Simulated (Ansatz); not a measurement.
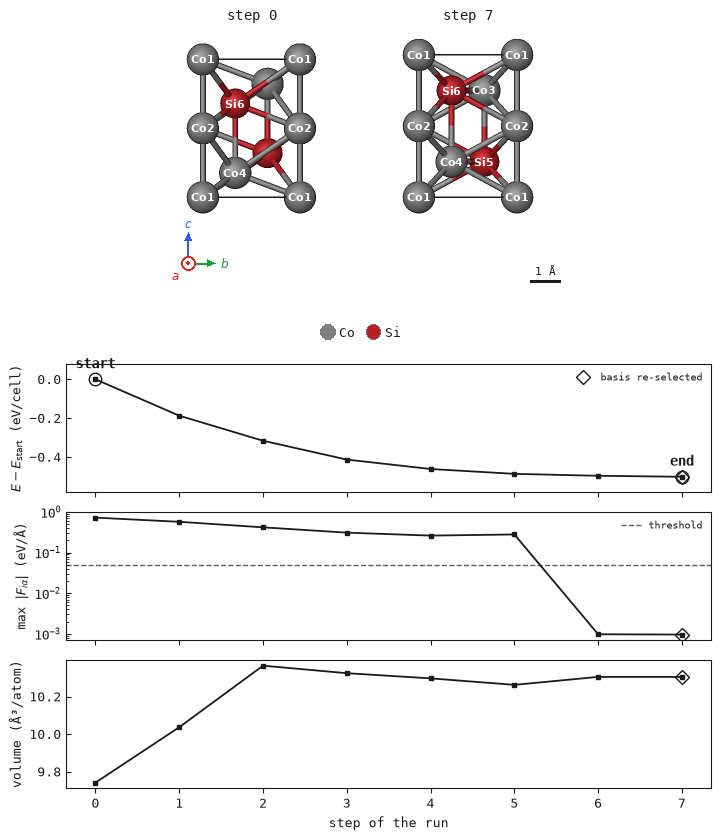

First and last geometry of a relaxation of crystalline Co2Si (a generated structure, set up in P-3m1) (coarse preliminary run), with the history of the run. A ball-and-stick model of the cell of the calculation, seen along the a axis.

Case: Fe → Co on all its sites, cell and atoms relaxed.

These are results of DFT PBEsol, scalar-relativistic, plane waves, PAW (Ansatz 0.2.0), not measurements.

Input
```yaml
crystal:
  lattice:
    - [3.800156534, 0.0, 0.0]
    - [-1.900078267, 3.2910320968, 0.0]
    - [0.0, 0.0, 4.6735327132]
  atoms:
    - { symbol: Co, position: [0.0, 0.0, 0.0], spin: 1.05 }
    - { symbol: Co, position: [0.0, 0.0, 0.5], spin: 0.84 }
    - { symbol: Co, position: [0.3333333333, 0.6666666667, 0.8226993555], spin: 0.85 }
    - { symbol: Co, position: [0.6666666667, 0.3333333333, 0.1773006445], spin: 0.85 }
    - { symbol: Si, position: [0.3333333333, 0.6666666667, 0.3202885719] }
    - { symbol: Si, position: [0.6666666667, 0.3333333333, 0.6797114281] }
basis:
  ecutwfc: 420
kpoints:
  mp_grid: { grid: [6, 6, 4] }
hamiltonian:
  xc: pbesol
scf:
  occupations: { method: gaussian, width: 0.1 }
output:
  forces: true
  stress: true
  eigenvalues: true
  populations: true
magnetization:
  spin_polarized: true
relax:
  adjacent_minimum: "off"
  f_tol: 0.05
  max_steps: 60
  cell: { stress_tol: 0.5 }
```

Launched with:
```bash
ansatz run input.yaml --threads 1 --pin off --max-ram 2560MiB --backend cpu --events-out ev --progress --plain --runs-dir out
```

> Read the history and describe the run.

It converged. After 6 accepted moves (7 points after the start) the energy has fallen by 0.502 eV per cell of the calculation. The largest force component goes from 0.73 to 0.00096 eV/Å. Pressure: 17.05 GPa at the start and 0.27 GPa at the end. At 1 point the geometry stayed and the basis and grid were re-selected for the new cell (energy shift of 5.1 meV per cell of the calculation at most each time). The largest moves relative to the cell, 0.35 Å, are those of Co3 and Co4. Co4 goes along +c. Largest moves by element: Co 0.35 Å, Si 0.34 Å. The drawn cell changes as follows: a = b 3.800 → 3.846 Å (+1.2 %), c 4.674 → 4.827 Å (+3.3 %); the volume changes by +5.8 %. Near-neighbour distances that change, for instance: Si5–Si6 2.763 → 3.279 Å, Co1–Co3 2.345 → 2.527 Å, Co2–Si5 2.349 → 2.527 Å, Co2–Co3 2.662 → 2.527 Å. The space group (tolerance 0.01 Å) goes from P-3m1 (No. 164) to P6_3/mmc (No. 194). The program noted that the starting moments weren't kept.

```tsv
step	E − E(0), meV/atom	largest force component, eV/Å	pressure, GPa	volume, Å³/atom	note
0	0.00	0.7268	17.05	9.742	
1	-31.22	0.5729	7.82	10.037	
2	-52.70	0.4188	-1.05	10.365	
3	-68.84	0.3098	-0.18	10.325	
4	-76.92	0.2622	0.39	10.297	
5	-81.09	0.2799	1.22	10.263	
6	-82.74	0.0010	0.05	10.305	
7	-83.59	0.0010	0.27	10.305	same geometry, new basis
```
